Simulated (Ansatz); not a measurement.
**Si: geometry relaxation**

System: Si (P6₃/mmc, 4 atoms in the cell).
Method: DFT r2SCAN, scalar-relativistic, plane waves, PAW, no spin polarisation (Ansatz 0.2.0).

The structure derives from a Materials Project entry. Figures and captions count atoms from 1; the log counts them from 0 in places.

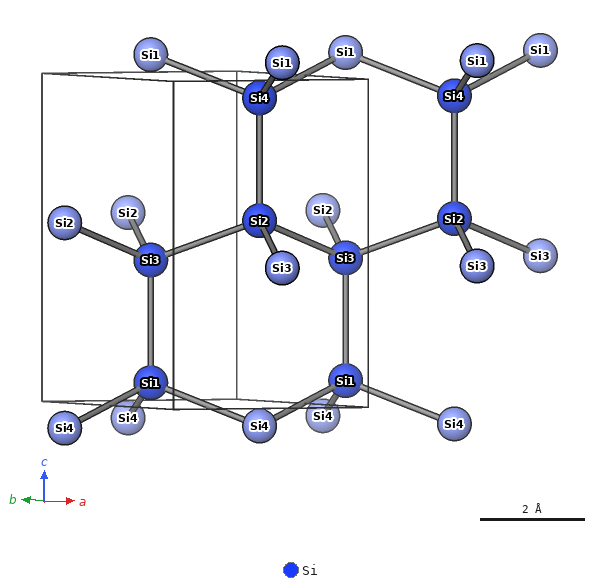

**Figure 1.** The structure as given in the input (ball-and-stick view of the cell of the calculation, repeated 2 × 1 × 1, seen at an oblique angle; neighbours outside the cell are drawn fainter; atoms are numbered from 1 in the order of the input). An atom can appear more than once, as a periodic image. Near neighbours in the periodic cell (some may lie outside the picture): Si has 4 Si at 2.35 to 2.37 Å.

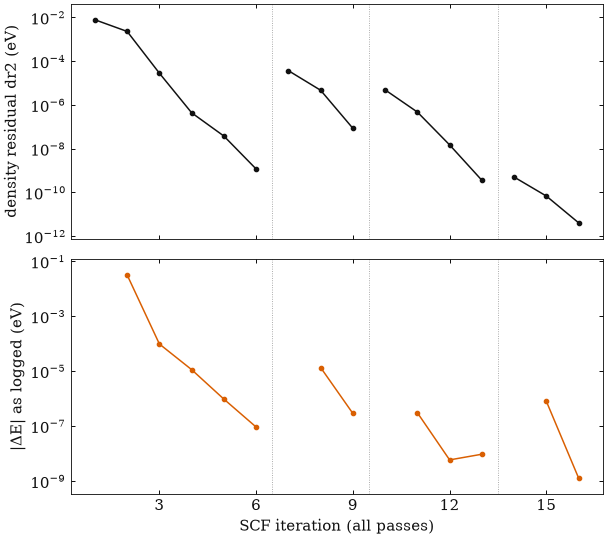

**Figure 2.** Convergence of the self-consistent field: density residual dr2 and size of the energy change against the SCF iteration. The dotted lines part the SCF passes of the relaxation: geometry steps, rejected trials and re-solves on a re-selected basis. The passes take 6, 3, 4 and 3 iterations.

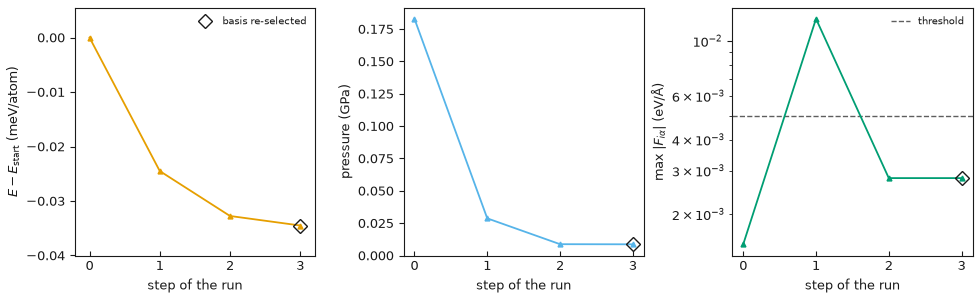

**Figure 3.** Progress of the relaxation, step by step (the first geometry is step 0 here and step 1 in the log). After 2 geometry steps the energy has fallen by next to nothing (0.0 meV per atom). Largest force component: 0.0015 eV/Å at the start, 0.0028 eV/Å at the end. The pressure goes from 0.18 to 0.01 GPa. No atom moves by more than 0.005 Å relative to the cell. A last SCF at the same geometry on a re-selected plane-wave basis shifts the energy by next to nothing (0.0 meV per atom).

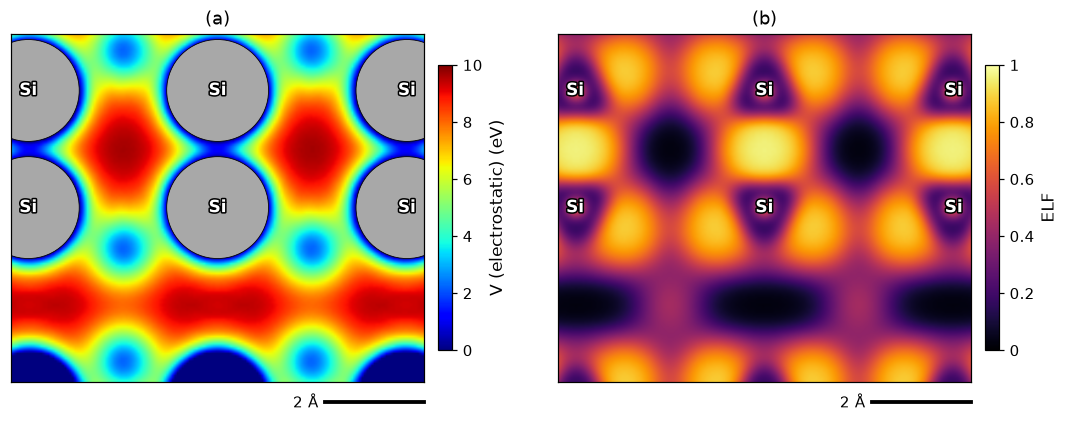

**Figure 4.** (a) electrostatic potential (local pseudopotential plus Hartree) felt by an electron; (b) electron localisation function on the (100) plane of the conventional cell. Grey discs, where drawn, cover atomic cores. Atoms in the plane: Si. Si–Si (2.37 Å): the ELF peaks at about 0.95 between the atoms (a covalent bond). Outside the cores the potential energy rises away from the atoms and is highest about 2.2 Å from the nearest atoms; outside the discs it spans about 10 eV, and its zero is arbitrary. In a PAW calculation such maps are meaningful between the atoms, not at the nuclei.

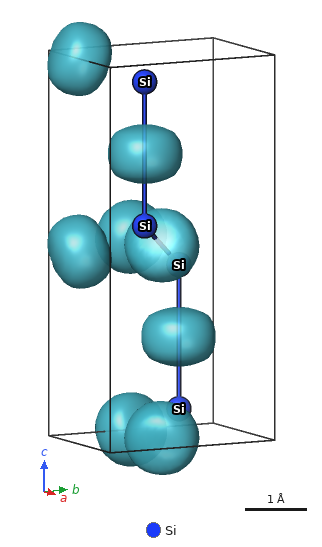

**Figure 5.** Isosurface of the ELF at 0.85 (cyan), seen at an oblique angle. Core shells and regions of very low density are left out. Sticks mark near contacts. The outline is the cell set on symmetry axes. The ELF exceeds this value in eight regions between bonded Si–Si atoms (shared pairs), counted in one cell of 4 atoms. Along the contacts the grid gives the following. Si–Si (2.35 Å): the ELF peaks at about 0.95 between the atoms, which marks a shared electron pair.

The input and output of the run follow.

Input file:
```yaml
crystal:
  lattice:
    - [3.8313174605, 0.0, 0.0]
    - [-1.9156587303, 3.3180182508, 0.0]
    - [0.0, 0.0, 6.3326220002]
  atoms:
    - { symbol: Si, position: [0.33333333, 0.66666667, 0.0630095] }
    - { symbol: Si, position: [0.66666667, 0.33333333, 0.5630095] }
    - { symbol: Si, position: [0.33333333, 0.66666667, 0.4369905] }
    - { symbol: Si, position: [0.66666667, 0.33333333, 0.9369905] }
basis:
  ecutwfc: 500
kpoints:
  mp_grid: { grid: [12, 12, 6] }
hamiltonian:
  xc: r2scan
scf:
  occupations: { method: gaussian, width: 0.02 }
output:
  forces: true
  stress: true
  eigenvalues: true
  write_density: true
  write_potential: true
  elf: true
  volumetric_format: npy
relax:
  adjacent_minimum: "off"
  f_tol: 0.005
  max_steps: 80
  cell: { stress_tol: 0.05 }
```

Command:
```bash
ansatz run input.yaml --threads 1 --pin off --max-ram 2560MiB --backend cpu --events-out ev --progress --plain --runs-dir out
```

Log:
```
Engine: ansatz 0.2.0, x86_64-unknown-linux-gnu
Pseudopotentials: kind: paw
Pseudopotential: Si, paw, valence charge 4, recommended cutoff 500 eV (meta_gga), Si.paw.azcp
Functional definition: r2SCAN
  parameter k0 = 0.174
  parameter k1 = 0.065
  parameter a1 = 4.9479
  exchange = r2scan_x(k0 = k0, k1 = k1, a1 = a1)
  correlation = r2scan_c
Crystal: 4 atoms, lattice volume = 80.503 Å³
Basis set: ecut = 500 eV, 2033 PW (Γ), exchange–correlation on 120×120×192 points (64 copies of the dense FFT grid, shifted against one another)
Bands: 12, of which v1, the nominal top of the filled ones, is band 8 counted from 1 (7 counted from 0)
Symmetry: 24 space group operations
Space group: P63/mmc (ITA 194), of the structure as read, at distance tolerance 4.3e-5 Å
k-points: 76 of 864
Non-local potential: Si, projectors of the file, l = 0: 2, l = 1: 2, l = 2: 2
PAW form: soft (Blöchl's): semilocal exchange-correlation on the pseudo side does not see the compensation charge
PAW frozen core: Si, regenerated for the run's functional (the file was generated under x = pbe(κ = 0.804, μ = 0.2195149727645171), c = pbe(β = 0.06672455060314922))
PAW one-centre angular grid: Si, 302 points (default); XC on 160 Gauss nodes
Initial density: superposition of atomic densities (neutral atoms: chi_scale 0, normalization atom), corrected by the library's trained network
Initial wavefunctions: pseudopotential atomic-orbital guess
Functional: x = r2scan, c = r2scan; τ floored in thin density (d = 2e-4 eV/Å³)
SCF iter   1: F=—  HF=-2556.183094 eV  |F-HF|=—  |Δ(HF+E_count)|=         —  Δρ=3.56e-3  dr2=7.76e-3  dr2_τ=2.45e-2  ethr=1.77e-3  ⟨swp⟩=6.7  Hψ=6950  notcnv=0
preconditioner: auto → none  [insulator: Δε(μ)=0.566 eV  Ē_g=8.373 eV  σ=0.020 eV  W_gap=1.00  n_scr=10 (ndim 8)  ℏωp=16.6 eV  f_vac=0.000  D(μ)=0.00/eV (n_scr^D=0)  ε∞_Penn≈4.9]
SCF iter   2: F=—  HF=-2556.214720 eV  |F-HF|=—  |Δ(HF+E_count)|=   3.16e-2  Δρ=2.03e-3  dr2=2.27e-3  dr2_τ=1.10e-5  ethr=4.85e-5  ⟨swp⟩=2.1  Hψ=2437  notcnv=0
SCF iter   3: F=—  HF=-2556.214623 eV  |F-HF|=—  |Δ(HF+E_count)|=   9.70e-5  Δρ=2.13e-4  dr2=2.80e-5  dr2_τ=1.16e-6  ethr=1.42e-5  ⟨swp⟩=3.0  Hψ=1572  notcnv=0
SCF iter   4: F=—  HF=-2556.214634 eV  |F-HF|=—  |Δ(HF+E_count)|=   1.13e-5  Δρ=3.84e-5  dr2=4.34e-7  dr2_τ=1.15e-8  ethr=1.75e-7  ⟨swp⟩=2.3  Hψ=1510  notcnv=0
iter 5 did not close the SCF: its close was put off for the readings that it lacked (scf_convergence_deferred on its scf_iter line)
SCF iter   5: F=-2556.214635 eV  HF=-2556.214635 eV  |F-HF|=8.39e-8  |Δ(HF+E_count)|=   9.55e-7  Δρ=1.12e-5  dr2=3.75e-8  dr2_τ=9.59e-10  ethr=2.71e-9  ⟨swp⟩=2.0  Hψ=1514  notcnv=0
SCF iter   6: F=-2556.214635 eV  HF=-2556.214635 eV  |F-HF|=1.10e-9  |Δ(HF+E_count)|=   9.19e-8  Δρ=1.63e-6  dr2=1.17e-9  dr2_τ=1.86e-11  ethr=2.34e-10  ⟨swp⟩=6.0  Hψ=5411  notcnv=0
SCF 1 converged in 6 iterations: F = -2556.214635 eV  dr2 = 1.17e-9
  greatest PAW one-centre occupation: 0.643 electrons in one spin orbital (limit 2), on the Si atom at site 3 (counted from 0), in its partial waves of l = 0
relax step   1: F+E_penalty+E_count = -2556.21463535 eV  Δ(F+E_penalty+E_count) = +0.000e0 eV  max|allowed force component| = 1.514e-3 eV/Å  Δτ_max = 0.0000 Å  P = +0.183 GPa  Ω = 80.503 Å³  (6 SCF iters, dr2 threshold 1.00e-7 eV, accepted)
Crystal: 4 atoms, lattice volume = 80.625 Å³
Initial density: handed on by an earlier stage of this run
Initial wavefunctions: those handed on with the density
iter 1 solved again at ethr=1.92e-7 eV; its pass at ethr=3.10e-3 eV (dr2=3.08e-5 eV) is discarded
SCF iter   1: F=—  HF=-2556.214719 eV  |F-HF|=—  |Δ(HF+E_count)|=         —  Δρ=1.78e-4  dr2=3.66e-5  dr2_τ=2.13e-6  ethr=1.92e-7  ⟨swp⟩=2.0  Hψ=6991  notcnv=0
preconditioner: auto → none  [insulator: Δε(μ)=0.609 eV  Ē_g=8.357 eV  σ=0.020 eV  W_gap=1.00  n_scr=10 (ndim 8)  ℏωp=16.5 eV  f_vac=0.000  D(μ)=0.00/eV (n_scr^D=0)  ε∞_Penn≈4.9]
SCF iter   2: F=—  HF=-2556.214732 eV  |F-HF|=—  |Δ(HF+E_count)|=   1.35e-5  Δρ=7.30e-5  dr2=4.65e-6  dr2_τ=1.28e-8  ethr=1.92e-7  ⟨swp⟩=2.6  Hψ=1498  notcnv=0
SCF iter   3: F=-2556.214733 eV  HF=-2556.214732 eV  |F-HF|=6.44e-8  |Δ(HF+E_count)|=   2.87e-7  Δρ=1.34e-5  dr2=8.46e-8  dr2_τ=6.19e-10  ethr=1.94e-9  ⟨swp⟩=7.9  Hψ=7047  notcnv=0
SCF 2 converged in 3 iterations: F = -2556.214733 eV  dr2 = 8.46e-8
relax step   2: F+E_penalty+E_count = -2556.21473251 eV  Δ(F+E_penalty+E_count) = -9.716e-5 eV  max|allowed force component| = 1.230e-2 eV/Å  Δτ_max = 0.0012 Å  P = +0.029 GPa  Ω = 80.625 Å³  energy of the carried Pulay correction = -5.784e-6 eV  (3 SCF iters, dr2 threshold 3.10e-7 eV, accepted)
Crystal: 4 atoms, lattice volume = 80.645 Å³
iter 1 solved again at ethr=2.53e-8 eV; its pass at ethr=3.10e-3 eV (dr2=4.04e-6 eV) is discarded
SCF iter   1: F=—  HF=-2556.214766 eV  |F-HF|=—  |Δ(HF+E_count)|=         —  Δρ=6.15e-5  dr2=4.85e-6  dr2_τ=1.13e-7  ethr=2.53e-8  ⟨swp⟩=2.1  Hψ=7024  notcnv=0
preconditioner: auto → none  [insulator: Δε(μ)=0.607 eV  Ē_g=8.357 eV  σ=0.020 eV  W_gap=1.00  n_scr=10 (ndim 8)  ℏωp=16.5 eV  f_vac=0.000  D(μ)=0.00/eV (n_scr^D=0)  ε∞_Penn≈4.9]
SCF iter   2: F=—  HF=-2556.214766 eV  |F-HF|=—  |Δ(HF+E_count)|=   3.05e-7  Δρ=2.28e-5  dr2=4.69e-7  dr2_τ=1.37e-9  ethr=2.53e-8  ⟨swp⟩=2.3  Hψ=1431  notcnv=0
SCF iter   3: F=—  HF=-2556.214766 eV  |F-HF|=—  |Δ(HF+E_count)|=   5.85e-9  Δρ=5.56e-6  dr2=1.48e-8  dr2_τ=6.42e-11  ethr=2.93e-9  ⟨swp⟩=2.4  Hψ=1432  notcnv=0
SCF iter   4: F=-2556.214766 eV  HF=-2556.214766 eV  |F-HF|=3.41e-11  |Δ(HF+E_count)|=   9.42e-9  Δρ=5.79e-7  dr2=3.57e-10  dr2_τ=2.20e-12  ethr=6.13e-11  ⟨swp⟩=7.2  Hψ=4961  notcnv=0
SCF 3 converged in 4 iterations: F = -2556.214766 eV  dr2 = 3.57e-10
relax step   3: F+E_penalty+E_count = -2556.21476628 eV  Δ(F+E_penalty+E_count) = -3.377e-5 eV  max|allowed force component| = 2.800e-3 eV/Å  Δτ_max = 0.0007 Å  P = +0.009 GPa  Ω = 80.645 Å³  energy of the carried Pulay correction = -6.760e-6 eV  (4 SCF iters, dr2 threshold 9.81e-9 eV, accepted)
Initial wavefunctions: pseudopotential atomic-orbital guess (no wavefunctions were taken with the density)
iter 1 solved again at ethr=4.29e-8 eV; its pass at ethr=3.10e-3 eV (dr2=6.87e-6 eV) is discarded
SCF iter   1: F=—  HF=-2556.214772 eV  |F-HF|=—  |Δ(HF+E_count)|=         —  Δρ=1.33e-6  dr2=5.02e-10  dr2_τ=1.04e-10  ethr=4.29e-8  ⟨swp⟩=3.1  Hψ=9686  notcnv=0
eigensolver tolerance schedule: the retry pair's looser diagonalisation over-reported the residual by 13684.22 of it (diagonalisation noise at 0.23 of the residual, at the tolerance the schedule requests for it); recorded, not acted on — ethr = c·dr2/N_el stays at c = 1.0e-1
preconditioner: auto → none  [insulator: Δε(μ)=0.608 eV  Ē_g=8.357 eV  σ=0.020 eV  W_gap=1.00  n_scr=10 (ndim 8)  ℏωp=16.5 eV  f_vac=0.000  D(μ)=0.00/eV (n_scr^D=0)  ε∞_Penn≈4.9]
SCF iter   2: F=—  HF=-2556.214773 eV  |F-HF|=—  |Δ(HF+E_count)|=   7.94e-7  Δρ=6.44e-7  dr2=6.79e-11  dr2_τ=2.60e-11  ethr=3.14e-12  ⟨swp⟩=3.3  Hψ=2034  notcnv=0
SCF iter   3: F=-2556.214773 eV  HF=-2556.214773 eV  |F-HF|=9.28e-11  |Δ(HF+E_count)|=   1.28e-9  Δρ=1.73e-7  dr2=4.07e-12  dr2_τ=1.68e-12  ethr=1.00e-12  ⟨swp⟩=6.3  Hψ=4255  notcnv=0
SCF 4 converged in 3 iterations: F = -2556.214773 eV  dr2 = 4.07e-12
relax step   4: F+E_penalty+E_count = -2556.21477289 eV  Δ(F+E_penalty+E_count) = -6.610e-6 eV  max|allowed force component| = 2.800e-3 eV/Å  Δτ_max = 0.0000 Å  P = +0.009 GPa  Ω = 80.645 Å³  stress off target by 1.56e-2 GPa  SCF on the basis re-selected at this cell (its energy is not comparable with the rows above)  (3 SCF iters)
basis re-selected at this cell: Δ(F+E_penalty+E_count) = -6.610e-6 eV, ΔP = -0.000 GPa vs the last step (what re-selecting the basis moved, of the pressure what is left beyond the Pulay correction that the steps carried, after the strain that the cell walked since its last selection, with what the two solves' SCF thresholds leave and, on support functions, any second-order correction that the steps lacked; it is no measure of the basis error at this ecutwfc). This SCF's stress stands 1.56e-2 GPa from its target on what of the cell is left free (relax.cell.stress_tol is 5.00e-2 GPa) and its largest allowed force component is 2.80e-3 eV/Å (relax.f_tol is 5.00e-3 eV/Å): within both
SCF converged after 3 iterations
Free energy (F): -2556.214773 eV
Harris-Foulkes:  -2556.214773 eV  (|F-HF|=9.28e-11)
Internal energy: -2556.214773 eV  (E = F + TS)
E sigma→0 (E₀):  -2556.214773 eV
Fermi energy:    6.656231 eV
--- Per-component energies (eV) ---
  E_band       = 12.914453
  E_kinetic    = 161.658059
  E_local      = -108.624453  (includes V_loc(G=0)·N_el)
  E_nonlocal   = 99.959084
  E_hartree    = 30.543512
  E_xc         = -206.020369
  E_vxc        = -198.977450  (∫ρ·V_xc dr)
  E_paw        = -2078.028618  (= ΣΔE_a)
  E_vpaw       = -9.974727  (= ΣTr[D̂ρ^β])
  E_aug_tail   = 0.000017  (compensation charges beyond the density's cutoff)
  E_vtau       = 7.786894  (kinetic-family band-sum trace: ∫τ·v_τ [+ j·A + Jᵃ·Aᵃ] dr)
  E_ewald      = -455.396273
  E_core_change = -0.305732  (= ΣΔE_core)
  E_smearing   = -0.000000  (= −TS)
  E_closure    = 0.000000  (closes the sum)
  Σ components = -2556.214773   (vs F -2556.214773, Δ=0.00e0)
--- Forces (eV/Å), atoms counted from 1 ---
  atom   1  Si    -0.00000000    -0.00000000    -0.00279993
  atom   2  Si     0.00000000    -0.00000000    -0.00279993
  atom   3  Si     0.00000000     0.00000000     0.00279993
  atom   4  Si     0.00000000    -0.00000000     0.00279993
  max |Σ_I F_I| component: 2.54e-17 eV/Å
--- Stress (GPa, compression-positive) ---
        0.005188       0.000000       0.000000
        0.000000       0.005188       0.000000
        0.000000       0.000000       0.015624
  P = ⅓ Tr σ = 0.0087 GPa (0.087 kbar)
--- Band table (eV; the first three rows and the last of 76) ---
  k-point 0: bands = ["-6.4190", "-4.0280", "-1.1781", "4.7472", "4.7472", "5.9717", "6.3525", "6.3525", "7.7160", "8.5104", "8.5104", "8.8846"]
  k-point 1: bands = ["-6.3248", "-4.3648", "-0.6641", "4.8208", "4.8208", "5.1006", "6.1760", "6.1760", "7.8073", "8.6699", "8.6699", "9.2081"]
  k-point 2: bands = ["-6.0454", "-4.9987", "0.4958", "3.5389", "5.0361", "5.0361", "5.7863", "5.7863", "8.0745", "8.9716", "9.0504", "9.0504"]
  k-point 75: bands = ["-2.7992", "-2.7992", "-1.3842", "-1.3842", "1.6715", "1.6715", "4.2278", "4.2278", "8.1703", "8.1703", "10.2266", "10.2266"]
--- Relaxed structure (3 steps of the walk, 3 accepted, 1 SCFs on fresh bases) ---
  F+E_penalty+E_count = -2556.21477289 eV   max|allowed force component| = 2.800e-3 eV/Å   (the final SCF, on the basis selected at the relaxed cell)
  cell:  # Å, volume = 80.6445 Å³
    - [3.8319083607133364, 2.8871832032741254e-11, 0.0]
    - [-1.9159541803816718, 3.3185299853372974, 0.0]
    - [0.0, 0.0, 6.34181991554668]
  atoms:
    - { symbol: Si, position: [0.3333333333333333, 0.6666666666666666, 0.06309087840315224] }
    - { symbol: Si, position: [0.6666666666666665, 0.3333333333333333, 0.5630908784031522] }
    - { symbol: Si, position: [0.3333333333333333, 0.6666666666666666, 0.4369091215968478] }
    - { symbol: Si, position: [0.6666666666666665, 0.3333333333333333, 0.9369091215968476] }
```

Trajectory as extended XYZ (Å, eV, eV/Å), 4 frames, from step=1 to step=4:
```
4
Lattice="3.8313 0.0000 0.0000 -1.9157 3.3180 0.0000 0.0000 0.0000 6.3326" Properties=species:S:1:pos:R:3:forces:R:3 step=1 energy=-2556.21463 pressure_GPa=0.18
Si    0.0000    2.2120    0.3990    0.0000   0.0000  -0.0015
Si    1.9157    1.1060    3.5653    0.0000   0.0000  -0.0015
Si    0.0000    2.2120    2.7673    0.0000   0.0000   0.0015
Si    1.9157    1.1060    5.9336    0.0000   0.0000   0.0015
4
Lattice="3.8305 0.0000 0.0000 -1.9153 3.3173 0.0000 0.0000 0.0000 6.3448" Properties=species:S:1:pos:R:3:forces:R:3 step=2 energy=-2556.21473 pressure_GPa=0.03
Si    0.0000    2.2116    0.4010    0.0000   0.0000  -0.0123
Si    1.9153    1.1058    3.5734    0.0000   0.0000  -0.0123
Si    0.0000    2.2116    2.7714    0.0000   0.0000   0.0123
Si    1.9153    1.1058    5.9438    0.0000   0.0000   0.0123
4
Lattice="3.8319 0.0000 0.0000 -1.9160 3.3185 0.0000 0.0000 0.0000 6.3418" Properties=species:S:1:pos:R:3:forces:R:3 step=3 energy=-2556.21477 pressure_GPa=0.01
Si    0.0000    2.2124    0.4001    0.0000   0.0000  -0.0028
Si    1.9160    1.1062    3.5710    0.0000   0.0000  -0.0028
Si    0.0000    2.2124    2.7708    0.0000   0.0000   0.0028
Si    1.9160    1.1062    5.9417    0.0000   0.0000   0.0028
4
Lattice="3.8319 0.0000 0.0000 -1.9160 3.3185 0.0000 0.0000 0.0000 6.3418" Properties=species:S:1:pos:R:3:forces:R:3 step=4 energy=-2556.21477 pressure_GPa=0.01
Si    0.0000    2.2124    0.4001    0.0000   0.0000  -0.0028
Si    1.9160    1.1062    3.5710    0.0000   0.0000  -0.0028
Si    0.0000    2.2124    2.7708    0.0000   0.0000   0.0028
Si    1.9160    1.1062    5.9417    0.0000   0.0000   0.0028
```

Key numbers:

- outcome: converged
- space group (tolerance 0.01 Å): P6₃/mmc (194)
- electrons treated: 16
- free energy: −2556.2148 eV
- Fermi energy: 6.656 eV
- gap on the k-point mesh: 0.61 eV
- pressure: 0.01 GPa
- final volume: 80.64 Å³
- largest force (length of the vector) at the end: 0.003 eV/Å
- final cell: a = 3.832 Å, b = 3.832 Å, c = 6.342 Å, α = 90.00°, β = 90.00°, γ = 120.00°
- hardware: 1 thread of Intel Xeon (Sapphire Rapids), 32 GiB of memory available, shared host
- wall time: 24 s
- peak memory: 0.65 GiB
